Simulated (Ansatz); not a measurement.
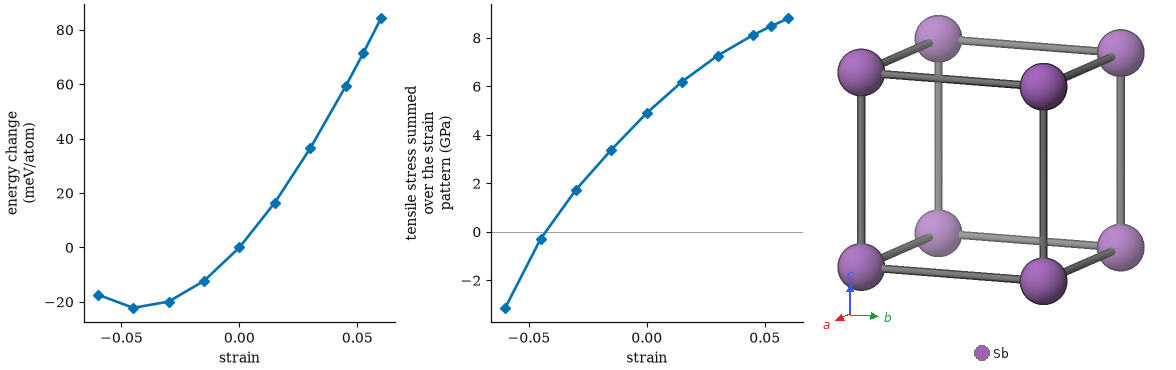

Calculation (Ansatz 0.2.0): homogeneous strain of a crystal along one Voigt pattern with engineering shear, fractional coordinates fixed, by plane-wave density functional theory with PAW datasets, free energies less that of the undisturbed cell; scalar-relativistic. Level: PBEsol, no spin polarisation.

- wave cutoff: 420 eV
- k mesh: 16×16×16
- occupations: Gaussian
- smearing width: 0.15 eV
- k shift: (0, 0, 0) (mesh steps)
- start: as given
- strain pattern: (0, 1, 0, 0, 0, 0) (xx yy zz yz xz xy with engineering shear)

Starting cell:
```
CELL_PARAMETERS angstrom
3.16000 0.00000 0.00000
0.00000 3.16000 0.00000
0.00000 0.00000 3.16000
ATOMIC_POSITIONS crystal
Sb 0.00000 0.00000 0.00000
```

**Figure.** Energy change and tensile stress summed over the strain pattern against strain for Sb, space group Pm-3m (No. 221). The cell is drawn beside the plot.

The energy falls towards negative values, so the start isn't a stationary minimum along this path. The energy change is −17 meV/atom at strain −0.0600 and 84 meV/atom at 0.0600; the lowest computed point is at strain −0.0450 (−22 meV/atom), and no other minimum shows. The tensile stress summed over the strain pattern rises from −3.1 GPa at strain −0.0600 to 8.8 GPa at 0.0600, and changes sign near −0.043. The slope of stress against strain at the start, which at zero pressure is the clamped-ion constant C22, is 89.1 GPa. The second derivative of tensile stress is −1150 GPa.

Note: reference crystal is not relaxed.
